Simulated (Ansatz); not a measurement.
SiC

```yaml
crystal:
  lattice:
    - [2.14202, 0.00000, -2.14202]
    - [-2.14202, 0.00000, -2.14202]
    - [0.00000, 4.28403, 0.00000]
  atoms:
    - { symbol: Si, position: [0.50000, 0.50000, 0.50236] }
    - { symbol: Si, position: [0.00000, 0.00000, 0.00236] }
    - { symbol: C, position: [0.50000, 0.00000, 0.24449] }
    - { symbol: C, position: [0.00000, 0.50000, 0.74449] }
```

Space group Imm2; changed on purpose from its base cell (mode 6 frozen in at -0.024 Å, equal normal strain along x, y and z -0.0167); not relaxed (largest force 0.7 eV/Å); computed pressure about 13 GPa in this cell; PAW files of the earlier set (soft_1).

These are results of Ansatz, DFT PBEsol, scalar-relativistic, plane waves, PAW, not measurements.

### What will maps of the valence pseudo-density and electron localisation function show?

Si–C (1.84 Å): the density is about 0.95 e/Å³ at the midpoint; the ELF peaks at about 0.95 between the atoms; a covalent bond.

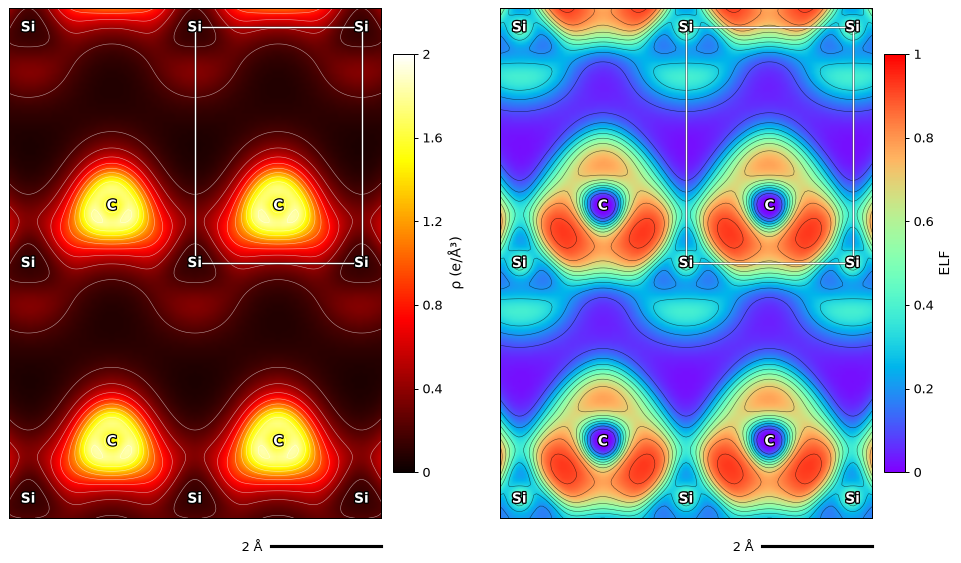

Computed valence pseudo-density and electron localisation function on the (010) plane of the conventional cell, in this order. 

The density is the valence pseudo-density of a PAW calculation; it isn't the true density close to the nuclei.
